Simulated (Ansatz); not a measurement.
Consider MoS$_{2}$.

Input

```
crystal:
  lattice:
    - [0.0, 2.9323968521, 2.9323968521]
    - [2.9323968521, 0.0, 2.9323968521]
    - [2.9323968521, 2.9323968521, 0.0]
  atoms:
    - { symbol: Mo, position: [0.0, 0.0, 0.0] }
    - { symbol: S, position: [0.25, 0.25, 0.25] }
    - { symbol: S, position: [0.75, 0.75, 0.75] }
kpoints:
  mp_grid: { grid: [8, 8, 8] }
  band_path:
    path:
      - [0.0, 0.0, 0.0]
      - [0.5, 0.0, 0.5]
      - [0.625, 0.25, 0.625]
      - [0.375, 0.375, 0.75]
      - [0.5, 0.5, 0.5]
      - [0.5, 0.25, 0.75]
    npoints: 1
hamiltonian:
  xc: r2scan
scf:
  occupations: { method: fermi_dirac, width: 0.02 }
  n_extra_bands: 4
output:
  forces: true
  stress: true
  eigenvalues: true
  write_density: true
  write_potential: true
  elf: true
  volumetric_format: npy
```

Command:

```sh
ansatz run input.yaml --threads 2 --pin off --max-ram 2211MiB --backend cpu --events-out ev --progress --plain --runs-dir out
```

Below, planes, directions and counts refer to the conventional cell (a = 5.86 Å, b = 5.86 Å, c = 5.86 Å, α = 90.00°, β = 90.00°, γ = 90.00°).

Space group Fm-3m; started from the fluorite prototype, which need not be the ambient phase; computed without spin polarisation.

Method: Ansatz, DFT, r2SCAN, plane waves, PAW.

> Predict the valence pseudo-density and electron localisation function between the atoms.

Mo–S (2.54 Å): the density is about 0.47 e/Å³ at the midpoint; the ELF peaks at about 0.90 in the valence shell of S, 0.8 Å from its nucleus, and is about 0.40 at the midpoint.

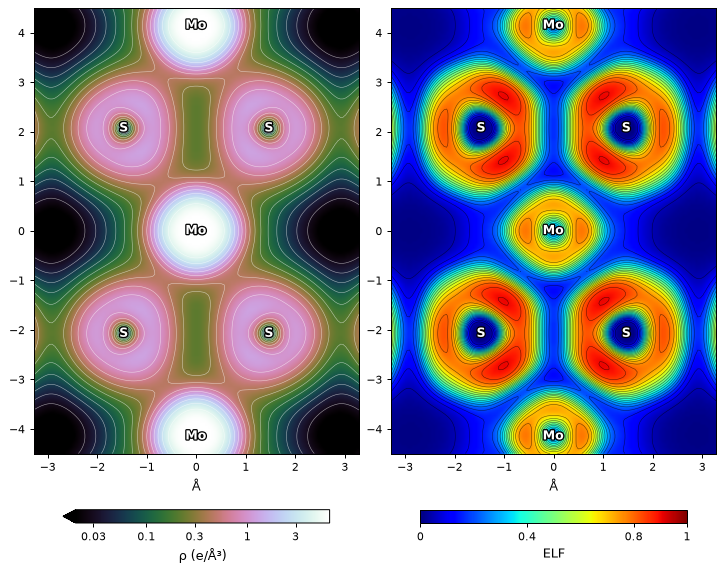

Computed valence pseudo-density and electron localisation function on the (110) plane of the conventional cell, in this order. 

The density is the valence pseudo-density of a PAW calculation; it isn't the true density close to the nuclei.
